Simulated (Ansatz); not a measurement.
**TiSi2: density, localisation and related maps**

The calculation's input:

```
crystal:
  lattice:
    - [4.0153492817, 0.0, 0.0]
    - [-2.0076746409, 3.477394483, 0.0]
    - [0.0, 0.0, 3.1586447397]
  atoms:
    - { symbol: Ti, position: [0.0, 0.0, 0.0] }
    - { symbol: Si, position: [0.3333333333, 0.6666666667, 0.5] }
    - { symbol: Si, position: [0.6666666667, 0.3333333333, 0.5] }
basis:
  ecutwfc: 420
kpoints:
  mp_grid: { grid: [12, 12, 14] }
hamiltonian:
  xc: pbe
scf:
  occupations: { method: gaussian, width: 0.1 }
output:
  forces: true
  stress: true
  eigenvalues: true
  write_density: true
  write_potential: true
  elf: true
  volumetric_format: npy
relax:
  adjacent_minimum: "off"
  f_tol: 0.01
  max_steps: 80
  cell: { stress_tol: 0.05 }
```

Run with:

```sh
ansatz run input.yaml --threads 1 --pin off --max-ram 2048MiB --backend cpu --events-out ev --progress --plain --runs-dir out
```

Below, planes, directions and counts refer to the conventional cell (a = 4.37 Å, b = 4.37 Å, c = 2.57 Å, α = 90.00°, β = 90.00°, γ = 120.00°).

The fields are those of the relaxed geometry.

Space group P6/mmm; a structure generated by program, which may or may not match a known phase; computed without spin polarisation.

Theory: Ansatz, DFT PBE, scalar-relativistic, plane waves, PAW.

Core electrons are frozen (PAW), and the valence fields are smoothed inside the atomic spheres.

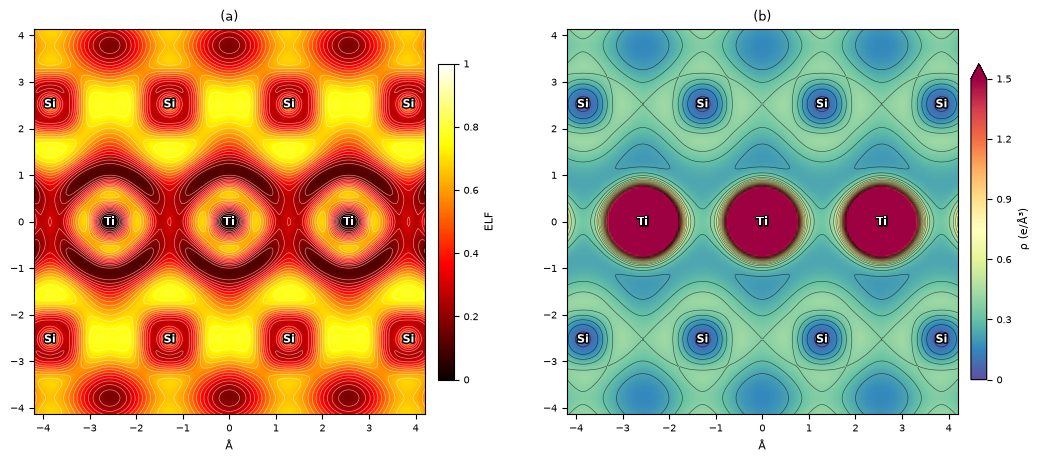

Figure 1. (a) electron localisation function; (b) valence pseudo-density on the (110) plane of the conventional cell.

What does the map show?

Answer. Atoms in the plane: Ti and Si.
Ti–Ti (2.57 Å): ρ is about 0.33 e/Å³ halfway; the ELF is about 0.30 at the midpoint.
Ti–Si (2.83 Å): the density is about 0.24 e/Å³ at the midpoint; the ELF peaks at about 0.75 in the valence shell of Si, 1.0 Å from its nucleus, and is about 0.40 at the midpoint.
Si–Si (2.57 Å): the density is about 0.38 e/Å³ at the midpoint; the ELF peaks at about 0.80 between the atoms.
Between the atoms the lowest density in this plane is 0.15 e/Å³.
The features right at Ti lie inside the PAW spheres, where the map follows smoothed inner orbitals and isn't to be read closely.

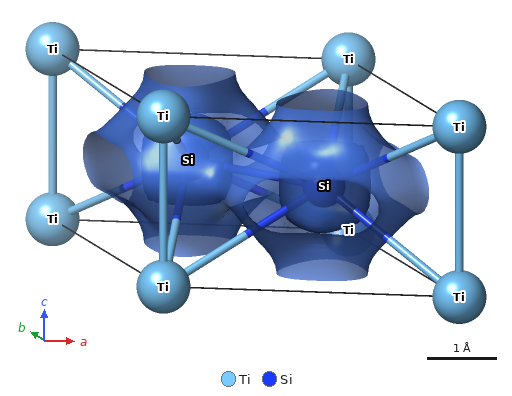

Figure 2. Isosurface of the electron localisation function at 0.55 (blue), seen slightly off an axis. Core shells and regions of very low density are left out. Sticks mark near contacts.

Where are the electrons localised?

Answer. At this value the surface marks out one network that runs through the whole crystal, counted in one cell of 3 atoms. Regions shared between cells count once. Profiles from the grid: Si–Si (2.52 Å): the ELF peaks at about 0.70 between the atoms.

Metal or insulator at this level of theory?

Answer. It is metallic or semimetallic at this level of theory: no gap opens.
